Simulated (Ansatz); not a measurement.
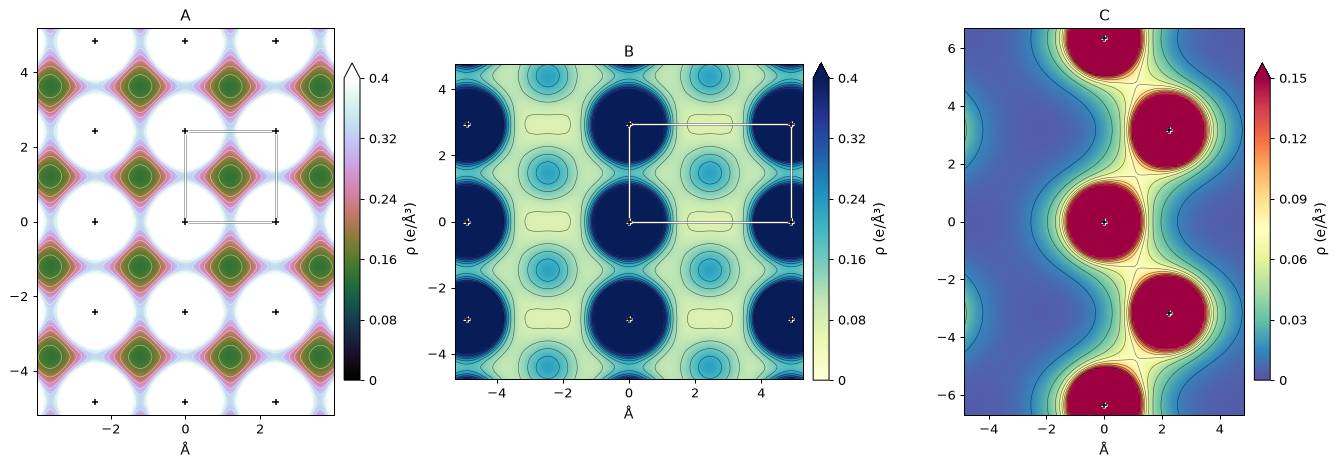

The valence charge density (pseudo) of 3 systems, each on a plane through atoms (crosses mark nuclei in the plane).

Method: Ansatz, DFT, PBE, plane waves (420 eV) with PAW, scalar-relativistic.

System 1: Yb, the (110) plane of the conventional cell. Space group Fd-3m; set up as Yb, diamond; a generated structure, not necessarily the stable one; changed on purpose from its base cell (volume × 1.12); computed without spin polarisation; no Hubbard U on the f states and no spin–orbit coupling.

```
Yb
1.0
     8.97616    0.00000    0.00000
     0.00000    8.97616    0.00000
     0.00000    0.00000    8.97616
Yb
8
Direct
  0.75000 0.25000 0.25000
  0.25000 0.75000 0.25000
  0.25000 0.25000 0.75000
  0.75000 0.75000 0.75000
  0.50000 0.00000 0.00000
  0.00000 0.50000 0.00000
  0.00000 0.00000 0.50000
  0.50000 0.50000 0.50000
```

System 2: Ni, the (010) plane of the conventional cell. Space group Pm-3m; set up as Ni, simple cubic; a generated structure, not necessarily the stable one; changed on purpose from its base cell (volume × 1.12); computed pressure about −13 GPa in this cell; computed without spin polarisation.

```
Ni
1.0
     2.41609    0.00000    0.00000
     0.00000    2.41609    0.00000
     0.00000    0.00000    2.41609
Ni
1
Direct
  0.00000 0.00000 0.00000
```

System 3: Ag, the (010) plane of the conventional cell. Space group P6/mmm; set up as Ag, omega (AlB2-type); a generated structure, not necessarily the stable one; changed on purpose from its base cell (volume × 1.12); computed pressure about −7 GPa in this cell; computed without spin polarisation.

```
Ag
1.0
     4.90796    0.00000    0.00000
    -2.45398    4.25041    0.00000
     0.00000    0.00000    2.93981
Ag
3
Direct
  0.00000 0.00000 0.00000
  0.33333 0.66667 0.50000
  0.66667 0.33333 0.50000
```

Question: Match each panel to its system.

Answer: Panel A is system 2, Ni: the plane holds Ni. Ni–Ni (2.42 Å): the density is about 0.34 e/Å³ at the midpoint. Panel B is system 3, Ag: the plane holds Ag. Ag–Ag (2.94 Å): ρ at the midpoint is about 0.19 e/Å³. Panel C is system 1, Yb: the plane holds Yb. Yb–Yb (3.89 Å): ρ is about 0.07 e/Å³ halfway.
